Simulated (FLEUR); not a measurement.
W2C

```xyz
3
Lattice="3.0700 0.0000 0.0000 -1.5350 2.6587 0.0000 0.0000 0.0000 4.6784" Properties=species:S:1:pos:R:3 pbc="T T T"
W     1.5350    0.8862    1.1868
W     0.0000    1.7725    3.4917
C     0.0000    0.0000    0.0000
```

Space group P-3m1; a structure from a database of computed crystals, not necessarily the ambient phase.

All numbers below come from Kohn-Sham DFT of a periodic cell, PBE, all-electron in FLEUR.

What can the converged electron density tell about the bonding?

W–C (2.13 Å): ρ at the midpoint is about 0.75 e/Å³.
W–W (2.91 Å): the density is about 0.34 e/Å³ at the midpoint.
W–W (2.96 Å): ρ is about 0.33 e/Å³ halfway.

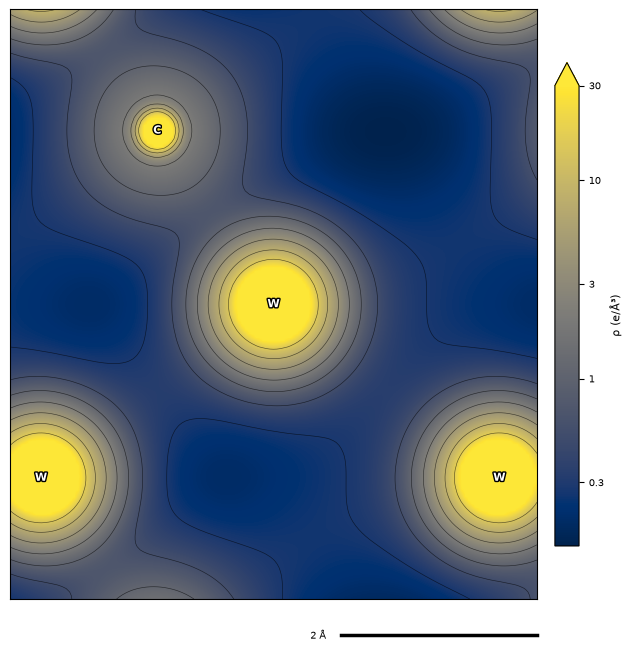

Computed electron density on the (110) plane of the conventional cell. 
